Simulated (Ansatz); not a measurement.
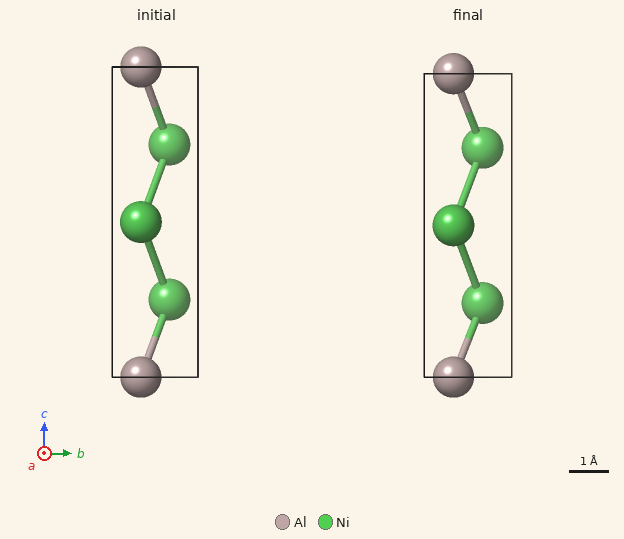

The structure of crystalline AlNi₃ (a generated structure, set up in P-6m2) (coarse preliminary run) before (left) and after (right) a relaxation, at one scale.

Style: ball-and-stick. Shown: the cell of the calculation, along the a axis.

Computed with Ansatz 0.2.0, DFT PBE, scalar-relativistic, plane waves, PAW. Set-up: plane-wave cutoff 420 eV; k-point mesh 6 × 6 × 2; occupations gaussian; smearing width 0.1 eV; collinear spin; cell and atoms relaxed; force threshold 0.04 eV/Å; at most 70 steps.

> Summarise the run.

The energy falls by 17.9 meV per atom in 3 accepted moves (4 points after the start). Largest force component: 0.51 eV/Å at the start, 0.0036 eV/Å at the end. Pressure: 2.51 GPa at the start and −0.05 GPa at the end. At 1 point the geometry stayed and the basis and grid were re-selected for the new cell (energy shift of 0.1 meV per atom at most each time). The largest moves relative to the cell, 0.045 Å, are those of Ni atoms. Al stays in place. The volume changes by +1.7 %, with a = b 2.564 → 2.613 Å (+1.9 %), c 8.040 → 7.866 Å (−2.2 %). Among the contacts that change: Al–Ni 2.496 → 2.443 Å, Ni–Ni 2.564 → 2.613 Å, Al–Al 2.564 → 2.613 Å, Ni–Ni 2.496 → 2.515 Å. The space group stays P-6m2 (No. 187). The program noted that the starting moments weren't kept. The run may lie on a higher electronic state than the lowest, so the end point isn't shown to be the ground-state structure. Cost: 25 s on 1 thread of Intel(R) Xeon(R) 6975P-C (Granite Rapids), on a shared host, peak memory 0.39 GiB.

Limits of the set-up: the k-point mesh is coarse for a cell with partly filled bands.
